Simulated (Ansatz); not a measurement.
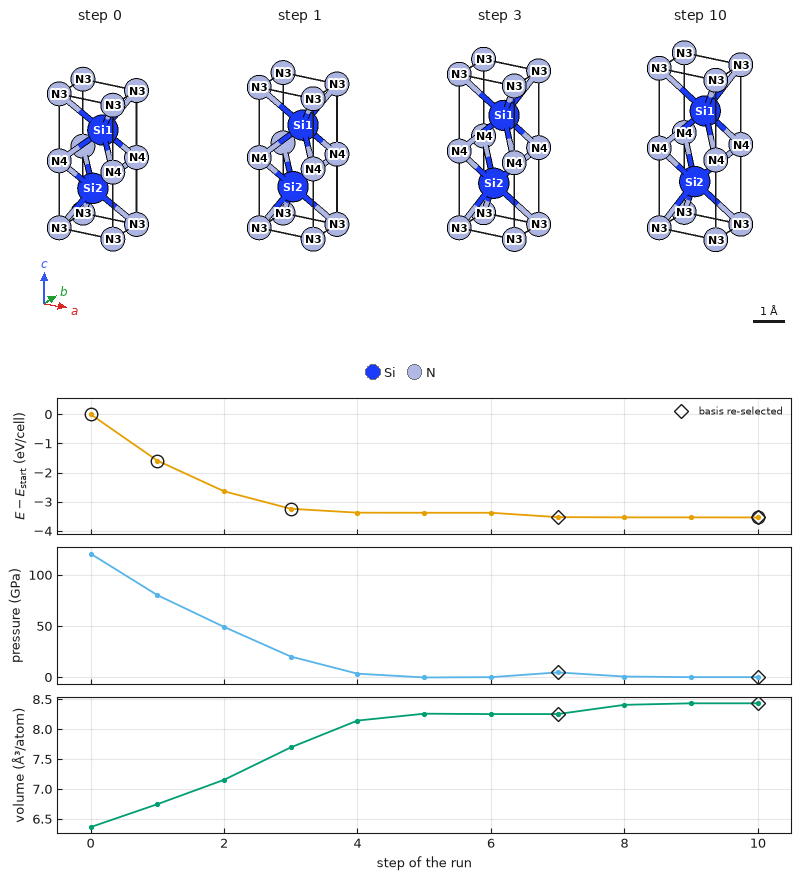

Frames of a relaxation of crystalline SiN (a generated structure, set up in P6_3/mmc) (coarse preliminary run), marked on the history of the run. A ball-and-stick model of the cell of the calculation, seen slightly off an axis.

Case: Hf → Si on all its sites, cell and atoms relaxed.

All numbers below come from Ansatz 0.2.0, DFT PBEsol, scalar-relativistic, plane waves, PAW.

Input
```yaml
crystal:
  lattice:
    - [2.5738493316, 0.0, 0.0]
    - [-1.2869246658, 2.2290189067, 0.0]
    - [0.0, 0.0, 4.4363028547]
  atoms:
    - { symbol: Si, position: [0.6666666667, 0.3333333333, 0.75] }
    - { symbol: Si, position: [0.3333333333, 0.6666666667, 0.25] }
    - { symbol: "N", position: [0.0, 0.0, 0.0] }
    - { symbol: "N", position: [0.0, 0.0, 0.5] }
basis:
  ecutwfc: 420
kpoints:
  mp_grid: { grid: [12, 12, 4] }
hamiltonian:
  xc: pbesol
scf:
  occupations: { method: gaussian, width: 0.1 }
output:
  forces: true
  stress: true
  eigenvalues: true
relax:
  adjacent_minimum: "off"
  f_tol: 0.05
  max_steps: 60
  cell: { stress_tol: 0.5 }
```

Launched with:
```bash
ansatz run input.yaml --threads 1 --pin off --max-ram 2560MiB --backend cpu --events-out ev --progress --plain --runs-dir out
```

**Describe the path.**

The atoms keep their places relative to the cell (all moves are under 0.005 Å). The drawn cell changes as follows: a = b 2.574 → 2.715 Å (+5.5 %), c 4.436 → 5.283 Å (+19.1 %); the volume changes by +32.5 %. Near-neighbour distances that change, for instance: Si1–Si2 2.670 → 3.072 Å, Si1–N3 1.854 → 2.050 Å, Si1–Si1 2.574 → 2.715 Å. Among the angles between lasting bonds that change: Si1–N3–Si1 87.9° → 83.0°, Si1–N3–Si2 92.1° → 97.0°. The space group stays P6_3/mmc (No. 194). The energy falls by 3.537 eV per cell of the calculation in 8 accepted moves (10 points after the start). All forces vanish by symmetry, so only the cell relaxes. Pressure: 120.84 GPa at the start and 0.04 GPa at the end. At 2 points the geometry stayed and the basis and grid were re-selected for the new cell (energy shift of 0.149 eV per cell of the calculation at most each time). Cost: 13 s on 1 thread of Arm Neoverse V2, on a shared host, peak memory 0.31 GiB. From step 0 to 1: volume +6.0 %, energy −1.587 eV per cell of the calculation. From step 1 to 3: volume +14.1 %, energy −1.652 eV per cell of the calculation. From step 3 to 10: volume +9.6 %, energy −0.298 eV per cell of the calculation.

```
step  E − E(0), meV/atom  pressure, GPa  volume, Å³/atom                      note
   0                0.00         120.84            6.363                          
   1             -396.84          80.30            6.746                          
   2             -660.03          49.19            7.154                          
   3             -809.82          20.20            7.696                          
   4             -843.32           3.43            8.145                          
   5             -844.09          -0.26            8.260                          
   6             -844.14           0.01            8.253                          
   7             -881.51           4.66            8.253  same geometry, new basis
   8             -883.55           0.64            8.408                          
   9             -883.50           0.04            8.433                          
  10             -884.21           0.04            8.433  same geometry, new basis
```
